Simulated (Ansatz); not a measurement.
Run report: Ti$_{12}$HO$_{24}$, geometry relaxation (part 2 of 5)

The same run, continued: Ti$_{12}$HO$_{24}$ (slab, 37 atoms in the cell); DFT PBE+D3(BJ), scalar-relativistic, plane waves, PAW, spin-polarised (Ansatz 0.2.0); cutoff 420 eV, 4×5×1 k-mesh, Gaussian smearing of 0.05 eV, collinear spins. The structure derives from an entry of the Crystallography Open Database. The input holds or restrains some coordinates. Forces given for the steps count only the free coordinates.

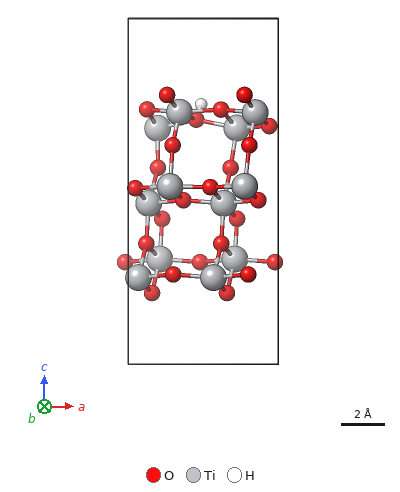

*The geometry at step 9 of the log (ball-and-stick view of the cell of the calculation, with the vacuum cut short, along the b axis).*

## Log, continued
```
SCF iter   1: F=—  HF=-43680.389833 eV  |F-HF|=—  |Δ(HF+E_count)|=         —  Δρ=1.39e-3 (↑1.39e-3 ↓1.20e-3)  dr2=1.59e-1  dr2_m=2.51e-3  M=0.921 μB ∫|m|=0.972 μB  β_m=1.20  ethr=5.37e-5  p=0.030 e·Å  D=4.96e-3 V/Å  ΔV_dip=-0.14 eV  dr2_dipole=3.95e-2  V_vac-E_F(+/−)=4.64/4.78 eV  ⟨swp⟩=1.5  Hψ=10172  notcnv=0  defer=661
efield: sawtooth ramp at fractional position 0.9147 (handed on by an earlier solve), width 0.1000; the density the first Hamiltonian is built on has a dipole p = 0.030 e·Å; the dipole correction subtracts the counter field D = 4.96e-3 V/Å, which shifts the + side's vacuum level by -0.14 eV against the − side's; the planar-averaged density in the ramp window peaks in size at 4.2e-6 e/Å³
preconditioner: auto → LDOS  [metal: Δε(μ)=0.015 eV  Ē_g=9.507 eV  σ=0.050 eV  W_gap=0.17  n_scr=190 (ndim 8)  ℏωp=15.5 eV  f_vac=0.605  D(μ)=7.27/eV (n_scr^D=18)]
spin=Collinear: LDOS preconditioning applied to the charge; magnetization (m = ρ↑ − ρ↓) channel mixes plain (no charge-response kernel on spin).
SCF iter   2: F=—  HF=-43680.377040 eV  |F-HF|=—  |Δ(HF+E_count)|=   1.28e-2  Δρ=1.13e-3 (↑1.13e-3 ↓8.43e-4)  dr2=1.57e-1  dr2_m=6.19e-4  M=0.948 μB ∫|m|=1.003 μB  β_m=0.48  ethr=5.37e-5  p=0.019 e·Å  D=3.04e-3 V/Å  ΔV_dip=-0.09 eV  dr2_dipole=4.89e-2  V_vac-E_F(+/−)=4.70/4.79 eV  ⟨swp⟩=2.1  Hψ=4987  notcnv=0  defer=661
density mixer auto → msr1: a metal under ldos (density of states about μ 0.52 of a free-electron gas's, 190 screened modes)
SCF iter   3: F=—  HF=-43680.365636 eV  |F-HF|=—  |Δ(HF+E_count)|=   1.14e-2  Δρ=5.88e-4 (↑5.53e-4 ↓5.88e-4)  dr2=6.03e-2  dr2_m=6.12e-5  M=0.916 μB ∫|m|=0.972 μB  β_m=0.63  ethr=5.37e-5  p=0.000 e·Å  D=3.69e-5 V/Å  ΔV_dip=-0.00 eV  dr2_dipole=1.89e-2  V_vac-E_F(+/−)=4.76/4.76 eV  ⟨swp⟩=2.0  Hψ=3391  notcnv=0  defer=661
SCF iter   4: F=—  HF=-43680.371267 eV  |F-HF|=—  |Δ(HF+E_count)|=   5.63e-3  Δρ=7.90e-4 (↑7.90e-4 ↓6.00e-4)  dr2=3.08e-2  dr2_m=1.35e-3  M=0.804 μB ∫|m|=0.863 μB  β_m=0.47  ethr=2.09e-5  p=-0.010 e·Å  D=-1.62e-3 V/Å  ΔV_dip=0.05 eV  dr2_dipole=2.69e-3  V_vac-E_F(+/−)=4.77/4.73 eV  ⟨swp⟩=2.0  Hψ=5444  notcnv=0  defer=666
SCF iter   5: F=—  HF=-43680.368813 eV  |F-HF|=—  |Δ(HF+E_count)|=   2.45e-3  Δρ=5.41e-4 (↑5.41e-4 ↓2.35e-4)  dr2=1.10e-2  dr2_m=1.07e-3  M=0.803 μB ∫|m|=0.860 μB  β_m=0.64  ethr=1.06e-5  p=-0.012 e·Å  D=-2.04e-3 V/Å  ΔV_dip=0.06 eV  dr2_dipole=3.29e-3  V_vac-E_F(+/−)=4.77/4.71 eV  ⟨swp⟩=2.0  Hψ=4866  notcnv=0  defer=662
SCF iter   6: F=—  HF=-43680.370278 eV  |F-HF|=—  |Δ(HF+E_count)|=   1.46e-3  Δρ=4.97e-4 (↑4.97e-4 ↓3.17e-4)  dr2=1.06e-2  dr2_m=4.66e-4  M=0.806 μB ∫|m|=0.860 μB  β_m=0.53  ethr=3.80e-6  p=-0.004 e·Å  D=-7.28e-4 V/Å  ΔV_dip=0.02 eV  dr2_dipole=6.38e-4  V_vac-E_F(+/−)=4.76/4.73 eV  ⟨swp⟩=2.0  Hψ=5454  notcnv=0  defer=658
SCF iter   7: F=—  HF=-43680.369786 eV  |F-HF|=—  |Δ(HF+E_count)|=   4.92e-4  Δρ=3.23e-4 (↑3.23e-4 ↓1.79e-4)  dr2=3.56e-3  dr2_m=2.15e-4  M=0.815 μB ∫|m|=0.867 μB  β_m=0.47  ethr=3.68e-6  p=-0.007 e·Å  D=-1.17e-3 V/Å  ΔV_dip=0.03 eV  dr2_dipole=4.78e-4  V_vac-E_F(+/−)=4.75/4.72 eV  ⟨swp⟩=2.0  Hψ=5713  notcnv=0  defer=656
SCF iter   8: F=—  HF=-43680.369487 eV  |F-HF|=—  |Δ(HF+E_count)|=   2.99e-4  Δρ=2.15e-4 (↑2.15e-4 ↓1.33e-4)  dr2=2.00e-3  dr2_m=5.30e-5  M=0.811 μB ∫|m|=0.860 μB  β_m=0.48  ethr=1.23e-6  p=-0.003 e·Å  D=-5.01e-4 V/Å  ΔV_dip=0.01 eV  dr2_dipole=1.69e-4  V_vac-E_F(+/−)=4.74/4.73 eV  ⟨swp⟩=2.0  Hψ=5011  notcnv=0  defer=656
SCF iter   9: F=—  HF=-43680.369601 eV  |F-HF|=—  |Δ(HF+E_count)|=   1.14e-4  Δρ=1.51e-4 (↑1.51e-4 ↓1.20e-4)  dr2=1.14e-3  dr2_m=7.82e-6  M=0.814 μB ∫|m|=0.863 μB  β_m=0.41  ethr=6.92e-7  p=-0.003 e·Å  D=-5.06e-4 V/Å  ΔV_dip=0.01 eV  dr2_dipole=4.78e-5  V_vac-E_F(+/−)=4.74/4.73 eV  ⟨swp⟩=2.0  Hψ=4650  notcnv=0  defer=656
SCF iter  10: F=—  HF=-43680.369610 eV  |F-HF|=—  |Δ(HF+E_count)|=   9.26e-6  Δρ=8.98e-5 (↑8.07e-5 ↓8.98e-5)  dr2=3.85e-4  dr2_m=9.85e-7  M=0.821 μB ∫|m|=0.870 μB  β_m=0.47  ethr=3.96e-7  p=-0.003 e·Å  D=-4.79e-4 V/Å  ΔV_dip=0.01 eV  dr2_dipole=6.60e-6  V_vac-E_F(+/−)=4.74/4.73 eV  ⟨swp⟩=1.9  Hψ=4182  notcnv=0  defer=656
SCF iter  11: F=—  HF=-43680.369634 eV  |F-HF|=—  |Δ(HF+E_count)|=   2.36e-5  Δρ=7.36e-5 (↑5.98e-5 ↓7.36e-5)  dr2=2.29e-4  dr2_m=3.02e-6  M=0.822 μB ∫|m|=0.871 μB  β_m=0.51  ethr=1.33e-7  p=-0.004 e·Å  D=-5.97e-4 V/Å  ΔV_dip=0.02 eV  dr2_dipole=7.68e-6  V_vac-E_F(+/−)=4.75/4.73 eV  ⟨swp⟩=2.0  Hψ=4971  notcnv=0  defer=656
SCF iter  12: F=—  HF=-43680.369715 eV  |F-HF|=—  |Δ(HF+E_count)|=   8.10e-5  Δρ=6.89e-5 (↑6.89e-5 ↓6.61e-5)  dr2=2.41e-4  dr2_m=1.58e-6  M=0.824 μB ∫|m|=0.873 μB  β_m=0.38  ethr=7.93e-8  p=-0.005 e·Å  D=-7.60e-4 V/Å  ΔV_dip=0.02 eV  dr2_dipole=8.87e-7  V_vac-E_F(+/−)=4.75/4.73 eV  ⟨swp⟩=2.0  Hψ=5012  notcnv=0  defer=656
iter 13 did not close the SCF: its close was put off for a magnetic moment that had not settled (scf_convergence_deferred on its scf_iter line)
SCF iter  13: F=-43680.369706 eV  HF=-43680.369716 eV  |F-HF|=1.04e-5  |Δ(HF+E_count)|=   1.37e-6  Δρ=3.65e-5 (↑3.56e-5 ↓3.65e-5)  dr2=5.73e-5  dr2_m=1.24e-6  M=0.824 μB ∫|m|=0.874 μB  β_m=0.41  ethr=2.72e-8  p=-0.005 e·Å  D=-8.78e-4 V/Å  ΔV_dip=0.02 eV  dr2_dipole=1.05e-8  V_vac-E_F(+/−)=4.75/4.73 eV  ⟨swp⟩=17.1  Hψ=36591  notcnv=0
iter 14 did not close the SCF: its close was put off for a magnetic moment that had not settled (scf_convergence_deferred on its scf_iter line)
SCF iter  14: F=-43680.369718 eV  HF=-43680.369720 eV  |F-HF|=1.46e-6  |Δ(HF+E_count)|=   3.68e-6  Δρ=3.16e-5 (↑2.74e-5 ↓3.16e-5)  dr2=3.63e-5  dr2_m=5.42e-7  M=0.825 μB ∫|m|=0.875 μB  β_m=0.42  ethr=1.98e-8  p=-0.006 e·Å  D=-9.25e-4 V/Å  ΔV_dip=0.03 eV  dr2_dipole=3.97e-10  V_vac-E_F(+/−)=4.76/4.73 eV  ⟨swp⟩=10.2  Hψ=30912  notcnv=0
SCF iter  15: F=-43680.369724 eV  HF=-43680.369722 eV  |F-HF|=1.81e-6  |Δ(HF+E_count)|=   2.19e-6  Δρ=2.75e-5 (↑2.32e-5 ↓2.75e-5)  dr2=2.61e-5  dr2_m=2.40e-7  M=0.825 μB ∫|m|=0.875 μB  ethr=1.26e-8  p=-0.006 e·Å  D=-9.50e-4 V/Å  ΔV_dip=0.03 eV  dr2_dipole=1.34e-8  V_vac-E_F(+/−)=4.76/4.73 eV  ⟨swp⟩=9.8  Hψ=29868  notcnv=0
SCF 2 converged in 15 iterations: F = -43680.369724 eV  dr2 = 2.61e-5
[... from here on the iterations of each SCF are left out, up to the last one ...]
relax step   2: F+E_penalty+E_count = -43680.36972386 eV  Δ(F+E_penalty+E_count) = -1.112e-1 eV  max|allowed force component| = 5.728e-1 eV/Å  Δτ_max = 0.0664 Å  (15 SCF iters, dr2 threshold 7.87e-5 eV, accepted)
[... from here on the SCF iterations and repeated set-up lines of each step are left out, up to the last step ...]
SCF 3 converged in 24 iterations: F = -43680.432718 eV  dr2 = 9.54e-7
relax step   3: F+E_penalty+E_count = -43680.43271787 eV  Δ(F+E_penalty+E_count) = -6.299e-2 eV  max|allowed force component| = 7.463e-1 eV/Å  Δτ_max = 0.0549 Å  (24 SCF iters, dr2 threshold 2.05e-5 eV, accepted)
SCF 4 converged in 14 iterations: F = -43680.658434 eV  dr2 = 3.49e-6
relax step   4: F+E_penalty+E_count = -43680.65843413 eV  Δ(F+E_penalty+E_count) = -2.257e-1 eV  max|allowed force component| = 2.550e0 eV/Å  Δτ_max = 0.1953 Å  (14 SCF iters, dr2 threshold 1.00e-4 eV, accepted)
SCF 5 converged in 17 iterations: F = -43681.511979 eV  dr2 = 9.71e-7
relax step   5: F+E_penalty+E_count = -43681.51197922 eV  Δ(F+E_penalty+E_count) = -8.535e-1 eV  max|allowed force component| = 3.790e0 eV/Å  Δτ_max = 0.1947 Å  (17 SCF iters, dr2 threshold 1.00e-4 eV, accepted)
SCF 6 converged in 10 iterations: F = -43682.328554 eV  dr2 = 1.16e-6
relax step   6: F+E_penalty+E_count = -43682.32855448 eV  Δ(F+E_penalty+E_count) = -8.166e-1 eV  max|allowed force component| = 3.028e0 eV/Å  Δτ_max = 0.1946 Å  (10 SCF iters, dr2 threshold 1.00e-4 eV, accepted)
SCF 7 converged in 10 iterations: F = -43681.965847 eV  dr2 = 8.52e-7
relax step   7: F+E_penalty+E_count = -43681.96584667 eV  Δ(F+E_penalty+E_count) = +3.627e-1 eV  max|allowed force component| = 8.551e0 eV/Å  Δτ_max = 0.1949 Å  (10 SCF iters, dr2 threshold 1.00e-4 eV, rejected (line search))
SCF 8 converged in 19 iterations: F = -43682.681749 eV  dr2 = 5.33e-10
relax step   8: F+E_penalty+E_count = -43682.68174921 eV  Δ(F+E_penalty+E_count) = -3.532e-1 eV  max|allowed force component| = 1.482e0 eV/Å  Δτ_max = 0.0932 Å  (19 SCF iters, accepted)
SCF 9 converged in 9 iterations: F = -43682.788408 eV  dr2 = 9.58e-7
relax step   9: F+E_penalty+E_count = -43682.78840811 eV  Δ(F+E_penalty+E_count) = -1.067e-1 eV  max|allowed force component| = 9.031e-1 eV/Å  Δτ_max = 0.0970 Å  (9 SCF iters, dr2 threshold 1.00e-4 eV, accepted)
SCF 10 converged in 9 iterations: F = -43682.840838 eV  dr2 = 6.26e-7
relax step  10: F+E_penalty+E_count = -43682.84083832 eV  Δ(F+E_penalty+E_count) = -5.243e-2 eV  max|allowed force component| = 7.178e-1 eV/Å  Δτ_max = 0.1500 Å  (9 SCF iters, dr2 threshold 1.00e-4 eV, accepted)
SCF 11 converged in 10 iterations: F = -43682.871361 eV  dr2 = 1.31e-7
relax step  11: F+E_penalty+E_count = -43682.87136147 eV  Δ(F+E_penalty+E_count) = -3.052e-2 eV  max|allowed force component| = 5.309e-1 eV/Å  Δτ_max = 0.1943 Å  (10 SCF iters, dr2 threshold 1.00e-4 eV, accepted)
SCF 12 converged in 8 iterations: F = -43682.883917 eV  dr2 = 8.23e-7
relax step  12: F+E_penalty+E_count = -43682.88391746 eV  Δ(F+E_penalty+E_count) = -1.256e-2 eV  max|allowed force component| = 6.755e-2 eV/Å  Δτ_max = 0.0412 Å  (8 SCF iters, dr2 threshold 1.00e-4 eV, accepted)
SCF 13 converged in 14 iterations: F = -43682.886693 eV  dr2 = 3.26e-10
relax step  13: F+E_penalty+E_count = -43682.88669295 eV  Δ(F+E_penalty+E_count) = -2.775e-3 eV  max|allowed force component| = 6.725e-2 eV/Å  Δτ_max = 0.0386 Å  (14 SCF iters, accepted)
SCF 14 converged in 11 iterations: F = -43682.887396 eV  dr2 = 8.46e-9
relax step  14: F+E_penalty+E_count = -43682.88739553 eV  Δ(F+E_penalty+E_count) = -7.026e-4 eV  max|allowed force component| = 6.291e-2 eV/Å  Δτ_max = 0.0100 Å  (11 SCF iters, accepted)
SCF 15 converged in 6 iterations: F = -43682.887612 eV  dr2 = 3.97e-7
relax step  15: F+E_penalty+E_count = -43682.88761242 eV  Δ(F+E_penalty+E_count) = -2.169e-4 eV  max|allowed force component| = 1.722e-2 eV/Å  Δτ_max = 0.0032 Å  (6 SCF iters, dr2 threshold 3.46e-6 eV, accepted)
iter 1 solved again at ethr=1.38e-10 eV; its pass at ethr=3.10e-3 eV (dr2=4.00e-7 eV) is discarded
SCF iter   1: F=—  HF=-43682.887612 eV  |F-HF|=—  |Δ(HF+E_count)|=         —  Δρ=2.88e-6 (↑2.88e-6 ↓2.87e-6)  dr2=3.98e-7  dr2_m=6.80e-9  M=0.000 μB ∫|m|=0.000 μB  β_m=1.04  ethr=1.38e-10  p=0.098 e·Å  D=1.60e-2 V/Å  ΔV_dip=-0.45 eV  dr2_dipole=4.50e-10  V_vac-E_F(+/−)=4.19/4.65 eV  ⟨swp⟩=1.0  Hψ=9416  notcnv=0
efield: sawtooth ramp at fractional position 0.9147 (handed on by an earlier solve), width 0.1000; the density the first Hamiltonian is built on has a dipole p = 0.098 e·Å; the dipole correction subtracts the counter field D = 1.60e-2 V/Å, which shifts the + side's vacuum level by -0.45 eV against the − side's; the planar-averaged density in the ramp window peaks in size at 4.6e-6 e/Å³
preconditioner: auto → LDOS  [metal: Δε(μ)=0.051 eV  Ē_g=9.685 eV  σ=0.050 eV  W_gap=0.44  n_scr=190 (ndim 8)  ℏωp=15.5 eV  f_vac=0.605  D(μ)=5.27/eV (n_scr^D=14)]
spin=Collinear: LDOS preconditioning applied to the charge; magnetization (m = ρ↑ − ρ↓) channel mixes plain (no charge-response kernel on spin).
SCF iter   2: F=—  HF=-43682.887612 eV  |F-HF|=—  |Δ(HF+E_count)|=   2.51e-7  Δρ=1.94e-6 (↑1.94e-6 ↓1.93e-6)  dr2=2.10e-7  dr2_m=2.13e-10  M=0.000 μB ∫|m|=0.000 μB  β_m=0.25  ethr=1.38e-10  p=0.098 e·Å  D=1.60e-2 V/Å  ΔV_dip=-0.45 eV  dr2_dipole=1.02e-8  V_vac-E_F(+/−)=4.19/4.65 eV  ⟨swp⟩=2.0  Hψ=5496  notcnv=0
density mixer auto → msr1: a metal under ldos (density of states about μ 0.90 of a free-electron gas's, 190 screened modes)
iter 3 did not close the SCF: its close was put off for a magnetic moment that had not settled (scf_convergence_deferred on its scf_iter line)
SCF iter   3: F=-43682.887613 eV  HF=-43682.887612 eV  |F-HF|=6.82e-7  |Δ(HF+E_count)|=   8.61e-8  Δρ=1.23e-6 (↑1.23e-6 ↓1.20e-6)  dr2=6.52e-8  dr2_m=9.36e-10  M=0.000 μB ∫|m|=0.000 μB  β_m=0.46  ethr=3.46e-11  p=0.098 e·Å  D=1.60e-2 V/Å  ΔV_dip=-0.45 eV  dr2_dipole=1.19e-9  V_vac-E_F(+/−)=4.19/4.65 eV  ⟨swp⟩=7.0  Hψ=22862  notcnv=0
SCF iter   4: F=-43682.887613 eV  HF=-43682.887613 eV  |F-HF|=1.50e-7  |Δ(HF+E_count)|=   5.63e-7  Δρ=6.46e-7 (↑6.46e-7 ↓6.38e-7)  dr2=2.09e-8  dr2_m=1.65e-11  M=0.000 μB ∫|m|=0.000 μB  ethr=2.25e-11  p=0.098 e·Å  D=1.60e-2 V/Å  ΔV_dip=-0.45 eV  dr2_dipole=2.80e-10  V_vac-E_F(+/−)=4.19/4.65 eV  ⟨swp⟩=6.5  Hψ=23448  notcnv=0
the starting moments were not kept: the SCF closed with an absolute magnetisation of 1.9e-5 μB, where they sum to 1 μB in size (1 site). That is at most 0.1 of that sum. Measured as dr2_m measures the in/out step, that magnetisation stands 3.6e-11 eV from none, at or under the dr2_threshold of 1.0e-7 eV: it is no larger than a step whose dr2_m would equal this threshold.
SCF 16 converged in 4 iterations: F = -43682.887613 eV  dr2 = 2.09e-8
relax step  16: F+E_penalty+E_count = -43682.88761271 eV  Δ(F+E_penalty+E_count) = -2.929e-7 eV  max|allowed force component| = 1.722e-2 eV/Å  Δτ_max = 0.0000 Å  (4 SCF iters, accepted)
```

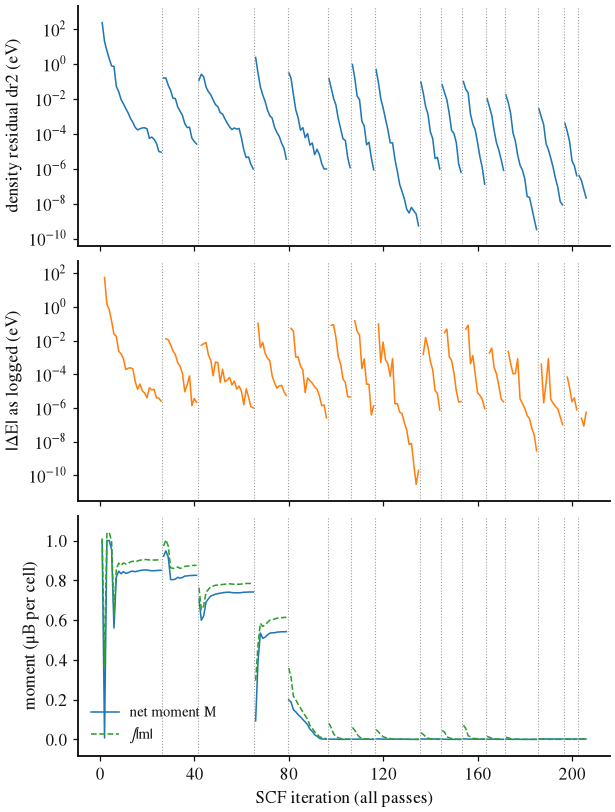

*Convergence of the self-consistent field: density residual dr2, size of the energy change and magnetic moment against the SCF iteration. The dotted lines part the SCF passes of the relaxation: geometry steps, rejected trials and re-solves on a re-selected basis.*

The 16 passes take 4 to 26 iterations each, 206 in all. The net moment goes from 1.0 to 0.0 μB per cell, and ∫|m| falls to zero.

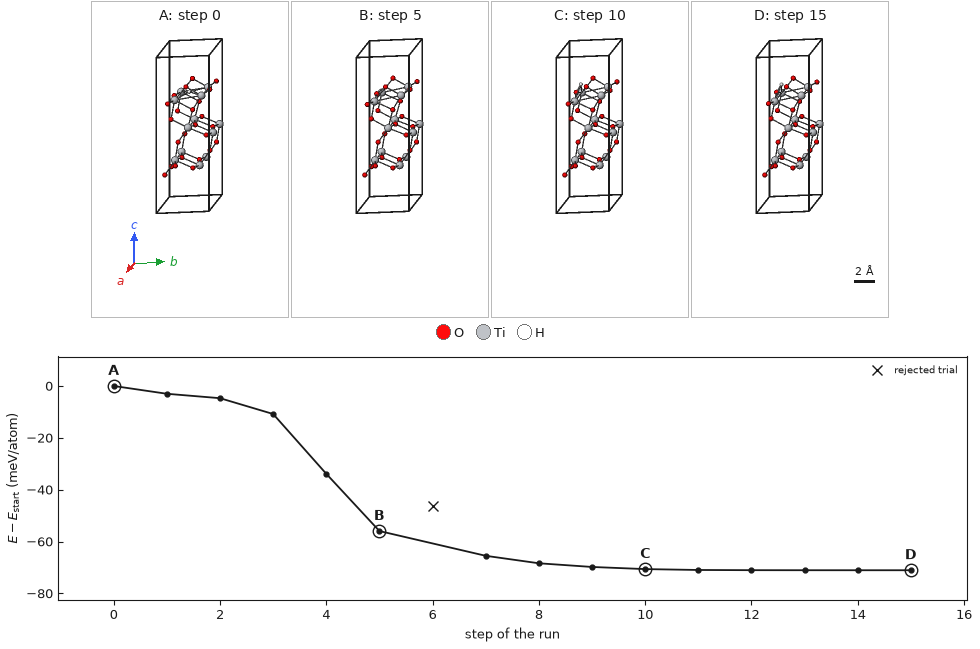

*Frames of the restrained relaxation (ball-and-stick view of the cell of the calculation, with the vacuum cut short (origin shifted), seen slightly off an axis) above the curves, on which the letters mark them (the first geometry is step 0 here and step 1 in the log).*

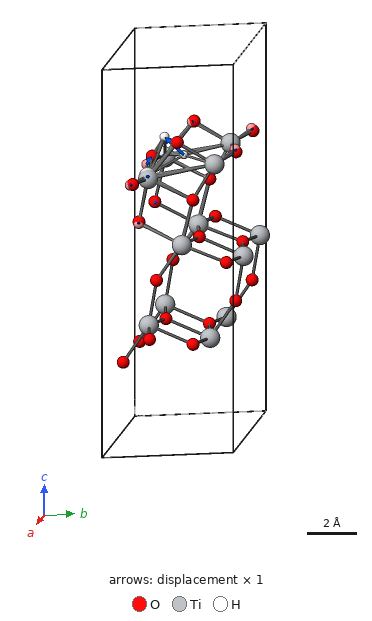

*Start (faint) and end (solid) with the displacements as blue arrows, at true length (ball-and-stick view of the cell of the calculation, with the vacuum cut short (origin shifted), seen slightly off an axis).*

H37 moves most: 1.09 Å. Largest moves by element: H 1.09 Å, O 0.43 Å, Ti 0.16 Å. The cell doesn't change. Distances before and after: Ti34–H37 2.490 → 3.149 Å, O29–H37 1.628 → 0.983 Å, Ti33–H37 2.490 → 3.133 Å, O23–Ti27 2.080 → 1.909 Å. New bonds form: O29–H37 (1.63 → 0.98 Å). Among the angles that change: O29–Ti33–O35 168.6° → 156.7°, O25–Ti33–O29 104.5° → 113.0°, Ti27–O29–Ti28 157.4° → 149.9°. The energy falls by 71.1 meV per atom in 15 geometry steps. The largest force component goes from 1.1 to 0.017 eV/Å. The line search rejected the trial step at point 6 (counted from 0) and went back. (Atoms are counted from 1 in the order of the input.)
